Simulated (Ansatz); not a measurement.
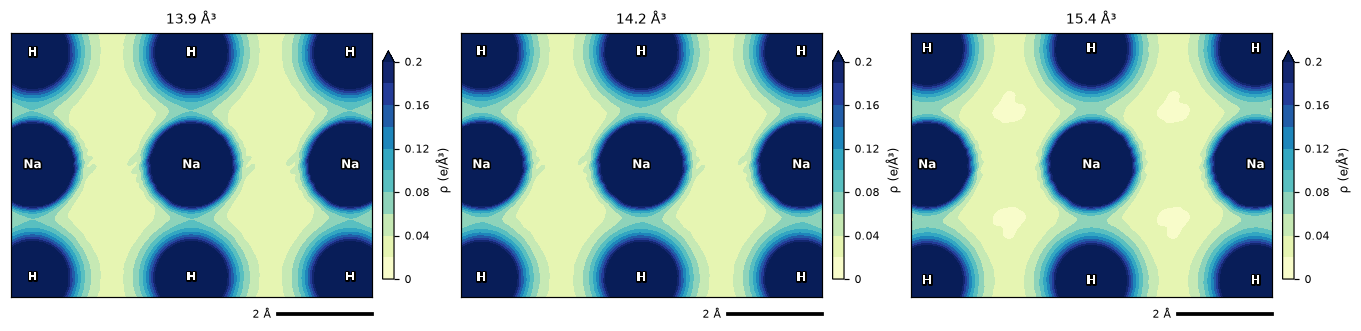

NaH. The valence pseudo-density of cells scaled evenly to different volumes (given per atom above each panel), on the (011̄) plane of each (indices in the axes of the cell below), at one length scale and on one colour scale.

Method: Kohn-Sham DFT of a periodic cell, PBE, Ansatz PAW (Ansatz 0.2.0).

The density is the valence pseudo-density of a PAW calculation; it isn't the true density close to the nuclei.

The largest cell:

```cif
data_structure
_symmetry_space_group_name_H-M 'P 1'
_symmetry_Int_Tables_number 1
_cell_length_a 3.5184
_cell_length_b 3.5184
_cell_length_c 3.5184
_cell_angle_alpha 60.000
_cell_angle_beta 60.000
_cell_angle_gamma 60.000
_cell_volume 30.80
loop_
_atom_site_label
_atom_site_type_symbol
_atom_site_fract_x
_atom_site_fract_y
_atom_site_fract_z
_atom_site_occupancy
Na1 Na 0.00000 0.00000 0.00000 1
H1 H 0.50000 0.50000 0.50000 1
```

| volume (Å³/atom) | Na–H contact in the plane (Å) | ρ at its midpoint (e/Å³) | pressure (GPa) | gap on the mesh (eV) | 
| --- | --- | --- | --- | --- |
| 13.95 | 2.407 | 0.080 | 0.3 | 4.09 | 
| 14.24 | 2.424 | 0.078 | −0.2 | 4.05 | 
| 14.82 | 2.456 | ? | ? | ? | 
| 15.40 | 2.488 | 0.069 | −1.7 | 3.90 | 

**Estimate the missing row, and compare with the calculation.**

Over the known rows ln ρ falls by 1.85 per Å of Na–H distance (a least-squares line), which gives 0.073 e/Å³ at 2.456 Å; the calculation gives 0.074 e/Å³. For the pressure, a straight line in volume between the neighbouring rows gives −0.9 GPa; the calculation gives −1.0. For the gap on the mesh, a straight line in volume between the neighbouring rows gives 3.97 eV; the calculation gives 3.97.
